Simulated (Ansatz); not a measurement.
Consider PtF2 (1T sheet).

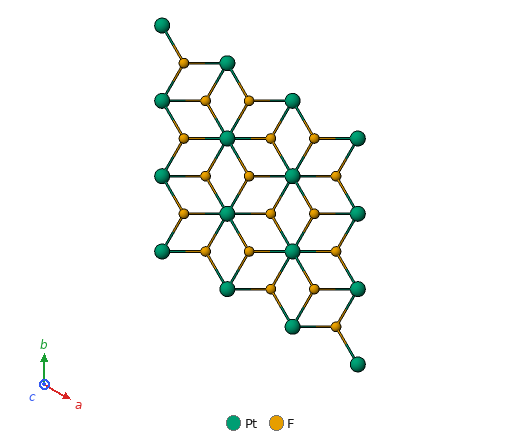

The structure (platinum teal, fluorine orange). 3×3×1 cells are drawn. Some periodic images of atoms are drawn too.

The cell holds 3 atoms: 1 Pt and 2 F. Cell: a = 3.574 Å, b = 3.574 Å, c = 29.052 Å, α = 90.0°, β = 90.0°, γ = 120.0°. Vacuum lies along c.

```xyz
3
Lattice="0.0000 2.5271 2.5271 2.5271 -2.5271 0.0000 16.7732 16.7732 -16.7732" Properties=species:S:1:pos:R:3
Pt    5.3769    5.3769   -5.3769
F     7.4730    4.9459   -4.9459
F     5.8078    5.8078   -3.2807
```

The structure was relaxed with PBEsol. The structure was generated from a model, not taken from a measurement. The runs that relaxed it are not among those shown. The program's search for lower electronic states was switched off, so nothing shows that the state found is the lowest. Spin-orbit coupling is left out unless a run names it. PAW set soft_2, made with PBE.

A constrained-RPA run (Ansatz 0.2.0; non-magnetic PBEsol; Pt eg, bands v1 to c1, 6×6×1 mesh, medium accuracy) builds 2 functions on bands 2.0 eV wide, with 2.0 electrons in the window. The bare on-site interaction is 12.3 eV and the bare J 0.53 eV.

**Question.** Estimate U, U′ and J.

On the Pt eg shell, U = 4.54 eV (37 % of the bare value), U′ = 3.89 eV, J = 0.33 eV.

The parent state is non-magnetic and the interaction static (zero frequency); U depends on the window and the orbitals, so it belongs to this model alone. Spin-orbit coupling, which is strong for atoms this heavy, is left out.

[Paths, hosts, dates, memory and timing lines, banners, echoed tables and standing remarks are left out of the program output.]

[Logs are printed without paths, hosts, clocks, repeated set-up lines and the standing remarks that a program may print on its own settings, such as how far it seeks lower states.]

[Runs of the session that timed out or met a known fault of the program may be left out.]

[Hosts, paths, dates, database ids (printed as entryN), source tags and the programs' standing remarks are cut or masked in the printed files.]
